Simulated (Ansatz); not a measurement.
**What a change does: single-point calculation on AlN**

System: AlN (slab, 8 atoms in the cell).
Method of run 1: DFT LDA, scalar-relativistic, plane waves, PAW, PAW set soft_1, no spin polarisation (Ansatz 0.2.0).

The structure derives from an entry of the Crystallography Open Database. Text and figures count atoms from 1; the logs count them from 0 in places.

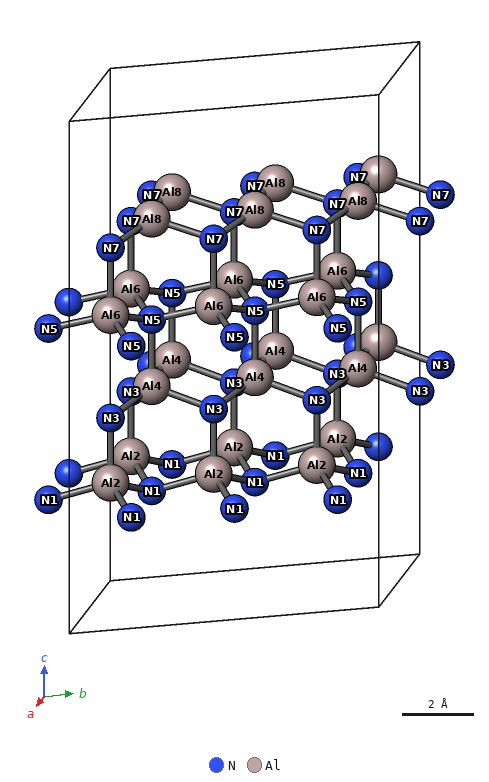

**Figure 1.** The structure as given in the input (ball-and-stick view of the 2 × 3 repeat of the cell, with the vacuum cut short, seen slightly off an axis; bonded neighbours outside the cell are drawn too; atoms are numbered from 1 in the order of the input). An atom can appear more than once, as a periodic image. Near neighbours in the periodic cell (some may lie outside the picture): N has 3 Al at 1.88 Å; Al has 4 N at 1.85 to 1.96 Å; N has 4 Al at 1.85 to 1.96 Å; Al has 3 N at 1.85 Å.

**Input file, run 1**
```yaml
crystal:
  lattice:
    - [3.0886572978, 0.0, 0.0]
    - [-1.5443286489, 2.6748556835, 0.0]
    - [0.0, 0.0, 23.441742346]
  atoms:
    - { symbol: "N", position: [0.3333333333, 0.6666666667, 0.1706357804] }
    - { symbol: Al, position: [0.6666666667, 0.3333333333, 0.1955203112] }
    - { symbol: "N", position: [0.6666666667, 0.3333333333, 0.2760679086] }
    - { symbol: Al, position: [0.3333333333, 0.6666666667, 0.3009524394] }
    - { symbol: "N", position: [0.3333333333, 0.6666666667, 0.3837737194] }
    - { symbol: Al, position: [0.6666666667, 0.3333333333, 0.4041582755] }
    - { symbol: "N", position: [0.6666666667, 0.3333333333, 0.4878740814] }
    - { symbol: Al, position: [0.3333333333, 0.6666666667, 0.5094221312] }
basis:
  ecutwfc: 420
kpoints:
  mp_grid: { grid: [9, 9, 1] }
hamiltonian:
  xc: lda
  pseudopotentials: { kind: paw, azcp: { folder: soft_1 } }
scf:
  occupations: { method: gaussian, width: 0.05 }
output:
  forces: true
  eigenvalues: true
efield:
  axis: 3
  dipole_correction: true
  ramp_width: 0.04
```

Launched with:
```bash
ansatz run input.yaml --threads 1 --pin off --max-ram 3072MiB --backend cpu --events-out ev --progress --plain --runs-dir out
```

Hardware: 1 thread of Arm Neoverse V2, 24 GiB of memory available, shared host.

**Output, shortened to warnings, some set-up lines, iterations and results (run 1)**
```
Warning: [file] the record states the generating functional pbe (its physics header spells it `PBE`), which answers neither for hamiltonian.xc's functional nor for the lda family's — results may be inconsistent (PPs are generated against a specific XC)
Warning: [file] the record states the generating functional pbe (its physics header spells it `PBE`), which answers neither for hamiltonian.xc's functional nor for the lda family's — results may be inconsistent (PPs are generated against a specific XC)
Basis set: ecut = 420 eV, 3787 PW (Γ)
Symmetry: 6 space group operations
k-points: 12 of 81 (time reversal used)
Initial density: superposition of atomic densities (neutral atoms: chi_scale 0, normalization atom)
[...]
SCF iter   1: F=—  HF=-3568.107758 eV  |F-HF|=—  |Δ(HF+E_count)|=         —  Δρ=1.18e-1  dr2=5.52e1  ethr=3.10e-3  p=-0.000 e·Å  D=-1.02e-6 V/Å  ΔV_dip=0.00 eV  …
SCF iter   2: F=—  HF=-4115.785267 eV  |F-HF|=—  |Δ(HF+E_count)|=    5.48e2  Δρ=4.12e-1  dr2=1.45e4  ethr=3.10e-3  p=2.916 e·Å  D=2.72e0 V/Å  ΔV_dip=-63.87 eV  …
SCF iter   3: F=—  HF=-3565.619925 eV  |F-HF|=—  |Δ(HF+E_count)|=    5.50e2  Δρ=1.05e-1  dr2=4.73e1  ethr=3.10e-3  p=0.022 e·Å  D=2.10e-2 V/Å  ΔV_dip=-0.49 eV  …
SCF iter   4: F=—  HF=-3562.336857 eV  |F-HF|=—  |Δ(HF+E_count)|=    3.28e0  Δρ=9.13e-2  dr2=3.80e1  ethr=3.10e-3  p=0.058 e·Å  D=5.41e-2 V/Å  ΔV_dip=-1.27 eV  …
SCF iter   5: F=—  HF=-3562.491978 eV  |F-HF|=—  |Δ(HF+E_count)|=   1.55e-1  Δρ=1.00e-1  dr2=3.47e2  ethr=3.10e-3  p=0.193 e·Å  D=1.81e-1 V/Å  ΔV_dip=-4.23 eV  …
[... 18 lines ...]
SCF iter  24: F=—  HF=-3555.231588 eV  |F-HF|=—  |Δ(HF+E_count)|=   3.96e-6  Δρ=4.44e-5  dr2=7.54e-5  ethr=4.01e-7  p=0.175 e·Å  D=1.64e-1 V/Å  ΔV_dip=-3.84 eV  …
SCF iter  25: F=—  HF=-3555.231607 eV  |F-HF|=—  |Δ(HF+E_count)|=   1.86e-5  Δρ=1.36e-5  dr2=6.50e-6  ethr=2.36e-7  p=0.175 e·Å  D=1.64e-1 V/Å  ΔV_dip=-3.84 eV  …
SCF iter  26: F=—  HF=-3555.231607 eV  |F-HF|=—  |Δ(HF+E_count)|=   1.88e-8  Δρ=3.22e-6  dr2=1.69e-7  ethr=2.03e-8  p=0.175 e·Å  D=1.64e-1 V/Å  ΔV_dip=-3.84 eV  …
SCF iter  27: F=-3555.231607 eV  HF=-3555.231607 eV  |F-HF|=2.59e-8  |Δ(HF+E_count)|=   1.92e-8  Δρ=8.38e-7  dr2=2.11e-8  ethr=3.13e-10  p=0.175 e·Å  D=1.64e-1 V/Å  …
SCF 1 converged in 27 iterations: F = -3555.231607 eV  dr2 = 2.11e-8
SCF converged after 27 iterations
Free energy (F): -3555.231607 eV
Harris-Foulkes:  -3555.231607 eV  (|F-HF|=2.59e-8)
Internal energy: -3555.224227 eV  (E = F + TS)
E sigma→0 (E₀):  -3555.227917 eV
Entropy (-TS):   -0.007379 eV (-0.922 meV/atom)
Fermi energy:    0.339403 eV
Dipole field:    D = 0.163911 V/Å  (p = 0.175431 e·Å, saw-weighted, corrected)
Work function:   Φ+ = 4.1972 eV   Φ− = 8.0396 eV
Levels:          The Fermi level and band energies are counted from a zero that moves with the ramp; work functions are not
--- Per-component energies (eV) ---
  E_band       = -210.934612
  E_kinetic    = 620.549105
  E_local      = -15783.636273  (includes V_loc(G=0)·N_el)
  E_nonlocal   = 187.709767
  E_hartree    = 7644.145242
  E_xc         = -388.907280
  E_vxc        = -422.669006  (∫ρ·V_xc dr)
  E_paw        = -2257.740969  (= ΣΔE_a)
  E_vpaw       = -101.436939  (= ΣTr[D̂ρ^β])
  E_aug_tail   = 0.003227  (compensation charges beyond the density's cutoff)
  E_efield     = 0.014378  (sawtooth field / dipole correction)
  E_vefield    = 0.255492  (∫n·V_field dr)
  E_ewald      = 6422.095534
  E_core_change = 0.543042  (= ΣΔE_core)
  E_smearing   = -0.007379  (= −TS)
  E_closure    = 0.000000  (closes the sum)
  Σ components = -3555.231607   (vs F -3555.231607, Δ=0.00e0)
--- Forces (eV/Å), atoms counted from 1 ---
  atom   1  N      0.00000000    -0.00000000     2.12069515
  atom   2  Al    -0.00000000     0.00000000    -2.74241968
  atom   3  N      0.00000000    -0.00000000     2.03955241
  atom   4  Al    -0.00000000    -0.00000000    -1.41971231
  atom   5  N      0.00000000     0.00000000    -0.00116842
  atom   6  Al     0.00000000     0.00000000    -0.00157699
  atom   7  N      0.00000000     0.00000000     0.00219193
  atom   8  Al    -0.00000000    -0.00000000     0.00275235
  max |Σ_I F_I| component: 3.14e-4 eV/Å
```

For run 2 the input was changed thus:
```diff
-basis:
-  ecutwfc: 420
+  n_extra_bands: 32
```

How does run 2 compare with run 1?

The energy doesn't change within 0.01 meV per atom. The SCF takes 31 iterations against 27.

**Output, shortened to warnings, some set-up lines, iterations and results (run 2)**
```
Warning: [file] the record states the generating functional pbe (its physics header spells it `PBE`), which answers neither for hamiltonian.xc's functional nor for the lda family's — results may be inconsistent (PPs are generated against a specific XC)
Warning: [file] the record states the generating functional pbe (its physics header spells it `PBE`), which answers neither for hamiltonian.xc's functional nor for the lda family's — results may be inconsistent (PPs are generated against a specific XC)
Basis set: ecut = 420 eV, 3787 PW (Γ)
Symmetry: 6 space group operations
k-points: 12 of 81 (time reversal used)
Initial density: superposition of atomic densities (neutral atoms: chi_scale 0, normalization atom)
[...]
SCF iter   1: F=—  HF=-3568.107436 eV  |F-HF|=—  |Δ(HF+E_count)|=         —  Δρ=1.18e-1  dr2=5.52e1  ethr=3.10e-3  p=-0.000 e·Å  D=-1.02e-6 V/Å  ΔV_dip=0.00 eV  …
SCF iter   2: F=—  HF=-4115.897002 eV  |F-HF|=—  |Δ(HF+E_count)|=    5.48e2  Δρ=4.12e-1  dr2=1.45e4  ethr=3.10e-3  p=2.917 e·Å  D=2.73e0 V/Å  ΔV_dip=-63.89 eV  …
SCF iter   3: F=—  HF=-3565.618448 eV  |F-HF|=—  |Δ(HF+E_count)|=    5.50e2  Δρ=1.05e-1  dr2=4.74e1  ethr=3.10e-3  p=0.023 e·Å  D=2.12e-2 V/Å  ΔV_dip=-0.50 eV  …
SCF iter   4: F=—  HF=-3562.319477 eV  |F-HF|=—  |Δ(HF+E_count)|=    3.30e0  Δρ=9.14e-2  dr2=3.80e1  ethr=3.10e-3  p=0.057 e·Å  D=5.30e-2 V/Å  ΔV_dip=-1.24 eV  …
SCF iter   5: F=—  HF=-3562.555443 eV  |F-HF|=—  |Δ(HF+E_count)|=   2.36e-1  Δρ=1.00e-1  dr2=3.48e2  ethr=3.10e-3  p=0.194 e·Å  D=1.82e-1 V/Å  ΔV_dip=-4.26 eV  …
[... 22 lines ...]
SCF iter  28: F=—  HF=-3555.231607 eV  |F-HF|=—  |Δ(HF+E_count)|=   1.82e-8  Δρ=2.03e-5  dr2=2.48e-6  ethr=5.65e-8  p=0.175 e·Å  D=1.64e-1 V/Å  ΔV_dip=-3.84 eV  …
SCF iter  29: F=—  HF=-3555.231607 eV  |F-HF|=—  |Δ(HF+E_count)|=   2.68e-8  Δρ=9.56e-6  dr2=1.78e-7  ethr=7.76e-9  p=0.175 e·Å  D=1.64e-1 V/Å  ΔV_dip=-3.84 eV  …
SCF iter  30: F=—  HF=-3555.231607 eV  |F-HF|=—  |Δ(HF+E_count)|=   3.05e-8  Δρ=4.23e-6  dr2=1.11e-7  ethr=3.13e-10  p=0.175 e·Å  D=1.64e-1 V/Å  ΔV_dip=-3.84 eV  …
SCF iter  31: F=-3555.231607 eV  HF=-3555.231607 eV  |F-HF|=2.86e-10  |Δ(HF+E_count)|=   6.66e-9  Δρ=1.12e-6  dr2=4.67e-9  ethr=3.13e-10  p=0.175 e·Å  D=1.64e-1 V/Å  …
SCF 1 converged in 31 iterations: F = -3555.231607 eV  dr2 = 4.67e-9
SCF converged after 31 iterations
Free energy (F): -3555.231607 eV
Harris-Foulkes:  -3555.231607 eV  (|F-HF|=2.86e-10)
Internal energy: -3555.224226 eV  (E = F + TS)
E sigma→0 (E₀):  -3555.227916 eV
Entropy (-TS):   -0.007381 eV (-0.923 meV/atom)
Fermi energy:    0.339364 eV
Dipole field:    D = 0.163729 V/Å  (p = 0.175236 e·Å, saw-weighted, corrected)
Work function:   Φ+ = 4.1995 eV   Φ− = 8.0377 eV
Levels:          The Fermi level and band energies are counted from a zero that moves with the ramp; work functions are not
--- Per-component energies (eV) ---
  E_band       = -210.935430
  E_kinetic    = 620.548659
  E_local      = -15783.629523  (includes V_loc(G=0)·N_el)
  E_nonlocal   = 187.709698
  E_hartree    = 7644.138848
  E_xc         = -388.907162
  E_vxc        = -422.668846  (∫ρ·V_xc dr)
  E_paw        = -2257.740895  (= ΣΔE_a)
  E_vpaw       = -101.436868  (= ΣTr[D̂ρ^β])
  E_aug_tail   = 0.003227  (compensation charges beyond the density's cutoff)
  E_efield     = 0.014346  (sawtooth field / dipole correction)
  E_vefield    = 0.255176  (∫n·V_field dr)
  E_ewald      = 6422.095534
  E_core_change = 0.543042  (= ΣΔE_core)
  E_smearing   = -0.007381  (= −TS)
  E_closure    = -0.000000  (closes the sum)
  Σ components = -3555.231607   (vs F -3555.231607, Δ=0.00e0)
--- Forces (eV/Å), atoms counted from 1 ---
  atom   1  N      0.00000000    -0.00000000     2.12067445
  atom   2  Al    -0.00000000     0.00000000    -2.74238625
  atom   3  N      0.00000000    -0.00000000     2.03950249
  atom   4  Al    -0.00000000    -0.00000000    -1.41971625
  atom   5  N      0.00000000     0.00000000    -0.00113936
  atom   6  Al     0.00000000     0.00000000    -0.00155967
  atom   7  N      0.00000000     0.00000000     0.00210178
  atom   8  Al    -0.00000000    -0.00000000     0.00283662
  max |Σ_I F_I| component: 3.14e-4 eV/Å
```

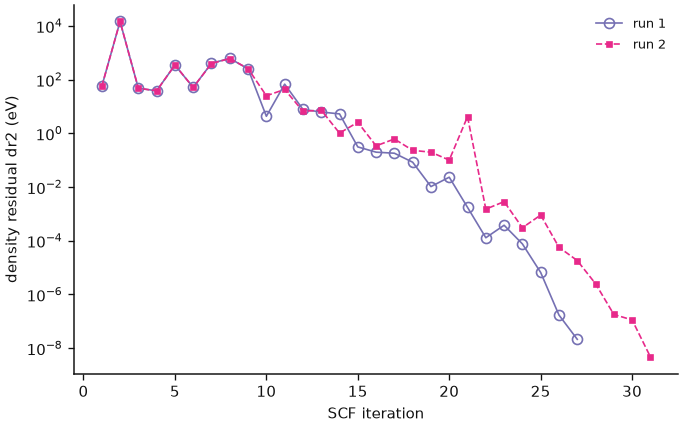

**Figure 2.** Convergence of the two runs: density residual dr2 against the SCF iteration. Run 1 takes 27 iterations in all, and run 2 takes 31.

**The two runs side by side**

| quantity | run 1 | run 2 |
| --- | --- | --- |
| outcome | converged | converged |
| free energy per atom (eV) | −444.4040 | −444.4040 |
| energy per atom, smearing taken to zero (eV) | −444.4035 | −444.4035 |
| gap on the mesh (eV) | 0.00 | 0.00 |
| work function (eV) | 4.20 | – |
| largest force (eV/Å) | 2.742 | 2.742 |
| SCF iterations | 27 | 31 |
| irreducible k-points | 12 | 12 |
| plane waves at Γ | 3787 | 3787 |
| wall time (shared host) | 16 s | 22 s |

For both runs: Warnings: the PAW datasets were made with another functional.
